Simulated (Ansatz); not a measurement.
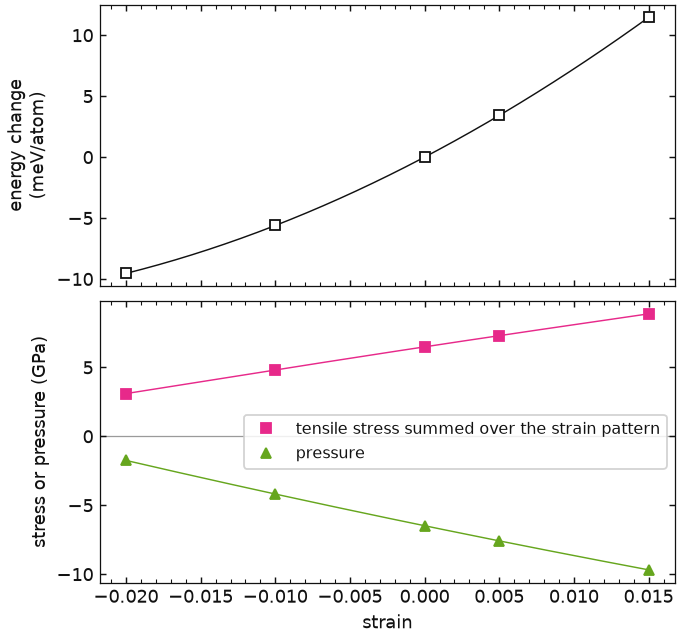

Method: homogeneous strain of a crystal along one Voigt pattern with engineering shear, fractional coordinates fixed, by plane-wave density functional theory with PAW datasets, free energies less that of the undisturbed cell, pressure positive in compression; scalar-relativistic (Ansatz 0.2.0). Level: r2SCAN, no spin polarisation.

- wave cutoff: 500 eV
- k mesh: 22×22×22
- occupations: Gaussian
- smearing width: 0.15 eV
- k shift: (0, 0, 0) (mesh steps)
- start: as given
- strain pattern: (1, 0, 0, 0, 0, 0) (xx yy zz yz xz xy with engineering shear)

Structure:
```xyz
1
Lattice="-1.5842 1.5842 1.5842 1.5842 -1.5842 1.5842 1.5842 1.5842 -1.5842" Properties=species:S:1:pos:R:3 pbc="T T T"
Pt    0.0000    0.0000    0.0000
```

Energy change, tensile stress summed over the strain pattern and pressure against strain for Pt, space group Im-3m (No. 229).

The energy falls towards negative values, so the start isn't a stationary minimum along this path. The energy change rises from −9.54 meV/atom at strain −0.020 to 11.46 meV/atom at 0.015. The tensile stress summed over the strain pattern rises from 3.097 GPa at strain −0.020 to 8.880 GPa at 0.015. The pressure falls from −1.750 GPa at strain −0.020 to −9.687 GPa at 0.015.

Keep in mind: reference crystal is not relaxed.
